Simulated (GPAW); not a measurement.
System: MgSe (space group Fm-3m).

Computed with GPAW 26.7.0: PAW DFT in plane waves, on a grid or in atomic orbitals, no spin polarisation; energies at scaled volumes of the given cell, shape and fractions fixed, counted from the fit's minimum, third-order Birch-Murnaghan fit. All runs: no spin polarisation.

k mesh 8×8×8; occupations Fermi–Dirac; smearing width 0.05 eV; wave cutoff 800 eV.

Settings that differ: LDA: potentials GPAW-PAW-data-sets-(gpaw-data-1.2.1); r2SCAN: potentials GPAW-PAW-data-sets-(gpaw-data-1.2.1); PBEsol: potentials PAW-data-sets-made-by gpaw-setup-for-the-functional.

What does the calculation give for the energy against volume, with one curve for each functional? The cases: LDA; r2SCAN; PBEsol.

The fitted equilibrium volumes, smallest first, are LDA 19.610, PBEsol 20.248, r2SCAN 20.533 Å³/atom. The fitted bulk moduli, smallest first, are PBEsol 65.1, r2SCAN 66.7, LDA 69.2 GPa.

LDA:
```csv
volume (Å³/atom),energy (meV/atom)
19.03,3.89
19.44,0.34
19.84,0.58
20.25,4.22
20.65,10.92
21.06,20.38
21.46,32.32
```

r2SCAN:
```csv
volume (Å³/atom),energy (meV/atom)
19.03,25.79
19.44,13.29
19.84,5.14
20.25,0.82
20.65,0.14
21.06,2.68
21.46,8.12
```

PBEsol:
```csv
volume (Å³/atom),energy (meV/atom)
19.03,16.53
19.44,7.10
19.84,1.72
20.25,0.00
20.65,1.57
21.06,6.12
21.46,13.35
```

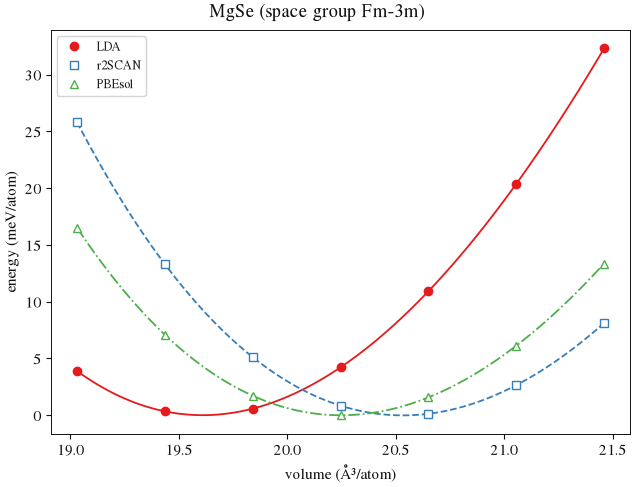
